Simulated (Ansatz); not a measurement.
**Single-point calculation, with input and output: AlNi**

The run: single-point calculation of AlNi (2 atoms in the cell). Method and program: DFT PBE, scalar-relativistic, plane waves, PAW, no spin polarisation (Ansatz 0.2.0).

The structure derives from an entry of the Crystallography Open Database. It belongs to a series of runs on one base structure; here: volume × 0.94. Figures and captions count atoms from 1; the log counts them from 0 in places.

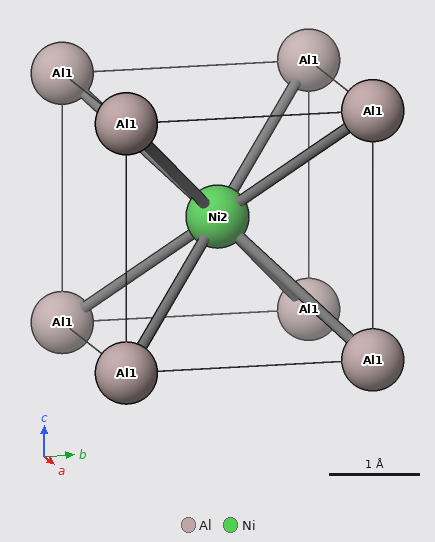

Fig. 1: The input geometry (ball-and-stick view of the cell of the calculation, seen slightly off an axis; atoms are numbered from 1 in the order of the input). Near neighbours in the crystal (not all of them lie inside the picture): Al has 8 Ni at 2.45 Å; Ni has 8 Al at 2.45 Å.

## Summary

| quantity | value |
| --- | --- |
| outcome | converged |
| space group (tolerance 0.01 Å) | Pm-3m (221) |
| electrons treated | 21 |
| free energy | −6378.4829 eV |
| Fermi energy | 14.823 eV |
| gap on the k-point mesh | none (metallic) |
| pressure | 11.30 GPa |
| largest force (length of the vector) | under 0.001 eV/Å |
| hardware | 1 thread of Intel Xeon @ 2.90GHz (Ice Lake), 64 GiB of memory available, shared host |
| wall time | 3.4 s |
| peak memory | 0.37 GiB |

## Notes

The run has no spin polarisation, so a magnetic state may lie lower. The cell is under a pressure of 11.3 GPa at this level, so it is not at its equilibrium volume.

## Input file
```yaml
crystal:
  lattice:
    - [2.8340244411, 0.0, 0.0]
    - [0.0, 2.8340244411, 0.0]
    - [0.0, 0.0, 2.8340244411]
  atoms:
    - { symbol: Al, position: [0.0, 0.0, 0.0] }
    - { symbol: Ni, position: [0.5, 0.5, 0.5] }
basis:
  ecutwfc: 420
kpoints:
  mp_grid: { grid: [14, 14, 14] }
hamiltonian:
  xc: pbe
scf:
  occupations: { method: gaussian, width: 0.1 }
output:
  forces: true
  stress: true
  eigenvalues: true
  write_density: true
  write_potential: true
  elf: true
  volumetric_format: npy
```

Launched with:
```bash
ansatz run input.yaml --threads 1 --pin off --max-ram 2560MiB --backend cpu --events-out ev --progress --plain --runs-dir out
```

## The program's output
```
Engine: ansatz 0.2.0, x86_64-unknown-linux-gnu
Pseudopotentials: kind: paw
Pseudopotential: Al, paw, valence charge 3, recommended cutoff 420 eV (normal), Al.paw.azcp
Pseudopotential: Ni, paw, valence charge 18, recommended cutoff 420 eV (normal), Ni.paw.azcp
Functional definition: PBE
  parameter kappa = 0.804
  parameter beta = 0.06672455060314922
  exchange = pbe_x(kappa = kappa, mu = beta*pi^2/3)
  correlation = pbe_c(beta = beta)
Crystal: 2 atoms, lattice volume = 22.762 Å³
Basis set: ecut = 420 eV, 461 PW (Γ), exchange–correlation on 40×40×40 points (8 copies of the dense FFT grid, shifted against one another)
Bands: 15, of which v1, the nominal top of the filled ones, is band 11 counted from 1 (10 counted from 0)
Symmetry: 48 space group operations
Space group: Pm-3m (ITA 221), of the structure as read, at distance tolerance 2.8e-5 Å
k-points: 120 of 2744
Non-local potential: Al, projectors of the file, l = 0: 2, l = 1: 2, l = 2: 1
Non-local potential: Ni, projectors of the file, l = 0: 3, l = 1: 2, l = 2: 3, l = 3: 1
PAW form: soft (Blöchl's): semilocal exchange-correlation on the pseudo side does not see the compensation charge
PAW one-centre angular grid: Al, 110 points (default); XC on 64 Gauss nodes
PAW one-centre angular grid: Ni, 590 points (default); XC on 64 Gauss nodes
Initial density: superposition of atomic densities (neutral atoms: chi_scale 0, normalization atom), corrected by the library's trained network
Initial wavefunctions: pseudopotential atomic-orbital guess
Functional: x = pbe(κ = 0.804, μ = 0.2195149727645171), c = pbe(β = 0.06672455060314922)
SCF iter   1: F=—  HF=-6378.482952 eV  |F-HF|=—  |Δ(HF+E_count)|=         —  Δρ=3.95e-3  dr2=1.91e-3  ethr=1.77e-3  ⟨swp⟩=4.7  Hψ=8217  notcnv=0
preconditioner: auto → none  [metal: Δε(μ)=0.024 eV  Ē_g=10.026 eV  σ=0.100 eV  W_gap=0.14  n_scr=6 (ndim 8)  ℏωp=28.1 eV  f_vac=0.000  D(μ)=1.02/eV (n_scr^D=6)  sad-step TF]
SCF iter   2: F=—  HF=-6378.482857 eV  |F-HF|=—  |Δ(HF+E_count)|=   9.46e-5  Δρ=2.11e-3  dr2=6.47e-4  ethr=9.12e-6  ⟨swp⟩=1.4  Hψ=2839  notcnv=0
SCF iter   3: F=—  HF=-6378.482800 eV  |F-HF|=—  |Δ(HF+E_count)|=   5.73e-5  Δρ=2.45e-4  dr2=9.70e-6  ethr=3.08e-6  ⟨swp⟩=1.1  Hψ=1767  notcnv=0  defer=3
SCF iter   4: F=—  HF=-6378.482896 eV  |F-HF|=—  |Δ(HF+E_count)|=   9.67e-5  Δρ=7.99e-5  dr2=5.89e-7  ethr=4.62e-8  ⟨swp⟩=2.3  Hψ=2743  notcnv=0  defer=3
iter 5 did not close the SCF: its close was put off for the readings that it lacked (scf_convergence_deferred on its scf_iter line)
SCF iter   5: F=-6378.482896 eV  HF=-6378.482896 eV  |F-HF|=2.18e-9  |Δ(HF+E_count)|=   4.07e-9  Δρ=8.23e-6  dr2=1.77e-9  ethr=2.80e-9  ⟨swp⟩=2.3  Hψ=2559  notcnv=0  defer=3
SCF iter   6: F=-6378.482896 eV  HF=-6378.482896 eV  |F-HF|=9.37e-11  |Δ(HF+E_count)|=   2.26e-9  Δρ=1.66e-6  dr2=6.07e-11  ethr=8.41e-12  ⟨swp⟩=5.9  Hψ=9590  notcnv=0
SCF 1 converged in 6 iterations: F = -6378.482896 eV  dr2 = 6.07e-11
  greatest PAW one-centre occupation: 1.001 electrons in one spin orbital (limit 2), on the Ni atom at site 1 (counted from 0), in its partial waves of l = 1
```

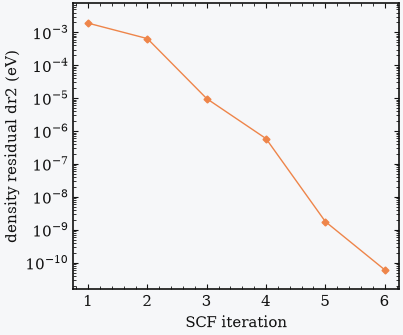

Fig. 2: Convergence of the self-consistent field: density residual dr2 against the SCF iteration. The residual falls at every step.

```
SCF converged after 6 iterations
Free energy (F): -6378.482896 eV
Harris-Foulkes:  -6378.482896 eV  (|F-HF|=9.37e-11)
Internal energy: -6378.477838 eV  (E = F + TS)
E sigma→0 (E₀):  -6378.480367 eV
Entropy (-TS):   -0.005059 eV (-2.529 meV/atom)
Fermi energy:    14.822628 eV
--- Per-component energies (eV) ---
  E_band       = -321.216125
  E_kinetic    = 312.979842
  E_local      = -4377.132858  (includes V_loc(G=0)·N_el)
  E_nonlocal   = 647.440330
  E_hartree    = 1885.791502
  E_xc         = -127.172764
  E_vxc        = -141.812255  (∫ρ·V_xc dr)
  E_paw        = -2100.044591  (= ΣΔE_a)
  E_vpaw       = -534.274695  (= ΣTr[D̂ρ^β])
  E_aug_tail   = 0.000494  (compensation charges beyond the density's cutoff)
  E_ewald      = -2620.339792
  E_smearing   = -0.005059  (= −TS)
  E_closure    = 0.000000  (closes the sum)
  Σ components = -6378.482896   (vs F -6378.482896, Δ=0.00e0)
--- Forces (eV/Å), atoms counted from 1 ---
  atom   1  Al    -0.00000000     0.00000000     0.00000000
  atom   2  Ni     0.00000000    -0.00000000     0.00000000
  max |Σ_I F_I| component: 1.02e-29 eV/Å
--- Stress (GPa, compression-positive) ---
       11.298952      -0.000000       0.000000
        0.000000      11.298952       0.000000
        0.000000       0.000000      11.298952
  P = ⅓ Tr σ = 11.2990 GPa (112.990 kbar)
--- Band table (eV; the first three rows and the last of 120) ---
  k-point 0: bands = ["-88.5770", "-48.9785", "-48.9785", "-48.9785", "3.3224", "11.3705", "11.3705", "13.2150", "13.2150", "13.2150", "20.5444", "20.5444", "20.5444", "23.0958", "23.0958"]
  k-point 1: bands = ["-88.5769", "-48.9799", "-48.9784", "-48.9784", "3.4198", "11.3641", "11.3946", "13.1710", "13.1710", "13.2198", "19.5276", "20.6730", "20.6730", "23.0968", "24.0239"]
  k-point 2: bands = ["-88.5766", "-48.9838", "-48.9781", "-48.9781", "3.7104", "11.3202", "11.4628", "13.0522", "13.0522", "13.2332", "17.8891", "21.0462", "21.0462", "23.0995", "25.3620"]
  k-point 119: bands = ["-88.5716", "-49.0015", "-49.0015", "-49.0015", "10.4908", "10.4908", "10.4908", "13.8189", "13.8189", "16.7706", "16.7706", "16.7706", "18.9819", "19.5265", "19.5265"]
```

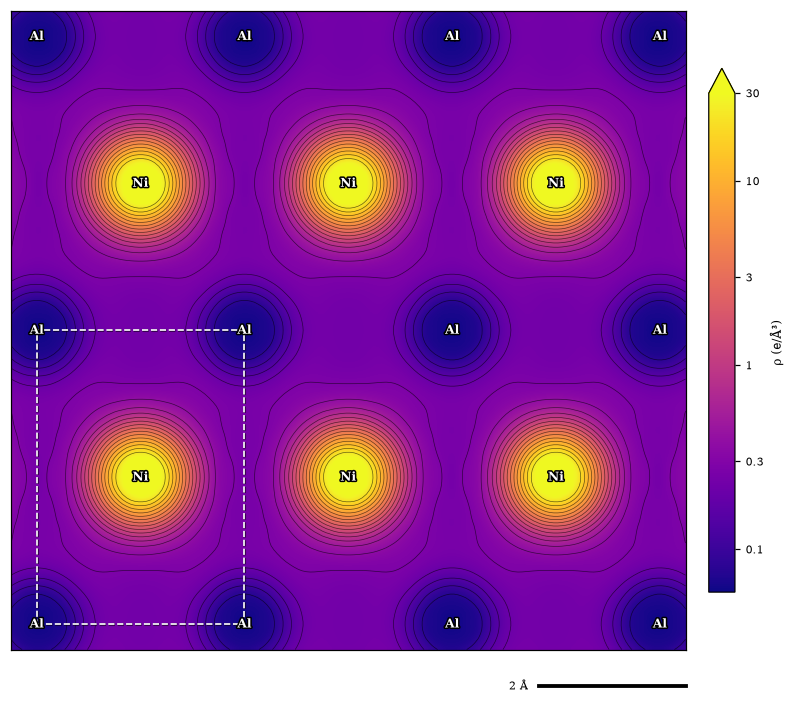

Fig. 3: Valence electron density on the (011̄) plane of the conventional cell. Atoms in the plane: Al and Ni. Al–Ni (2.45 Å): the density is about 0.32 e/Å³ at the midpoint. Away from the nuclei the density in this plane falls to 0.23 e/Å³ at its lowest. Core electrons are frozen (PAW), so the fields are smoothed inside the atomic spheres.

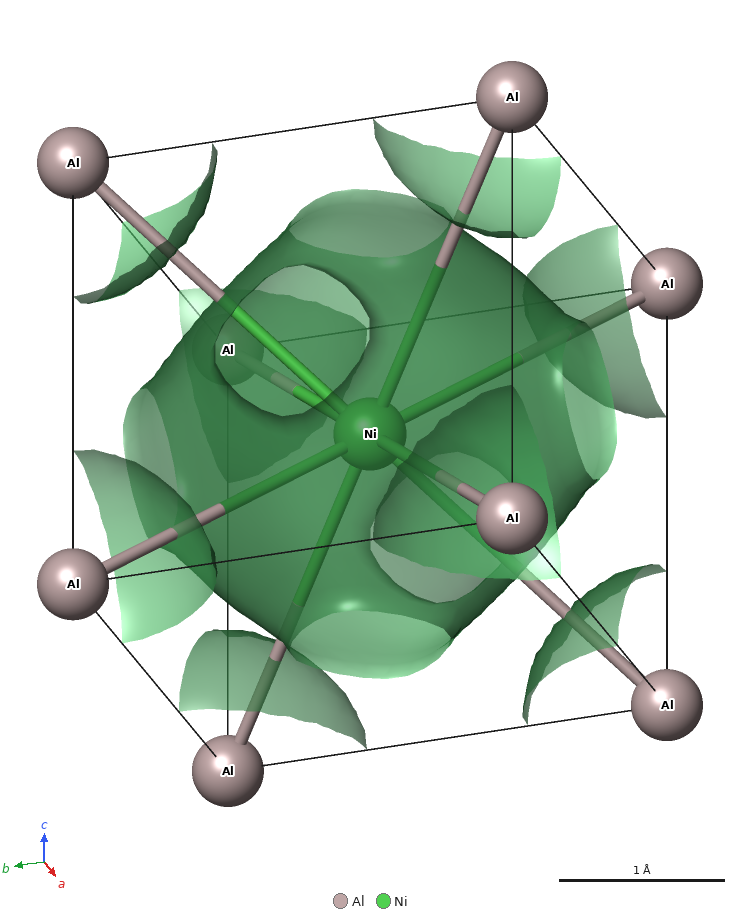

Fig. 4: Isosurface of the electron localisation function at 0.4 (green), seen at an oblique angle. Only the valence region is drawn (cores and ρ < 0.01 e/Å³ removed). Sticks mark near contacts. The outline is the cell set on symmetry axes. The ELF exceeds this value in one network that runs through the whole crystal, counted in one cell of 2 atoms. Profiles from the grid: Al–Ni (2.45 Å): the ELF is about 0.40 at the midpoint (nearly free electrons, as in a simple metal).
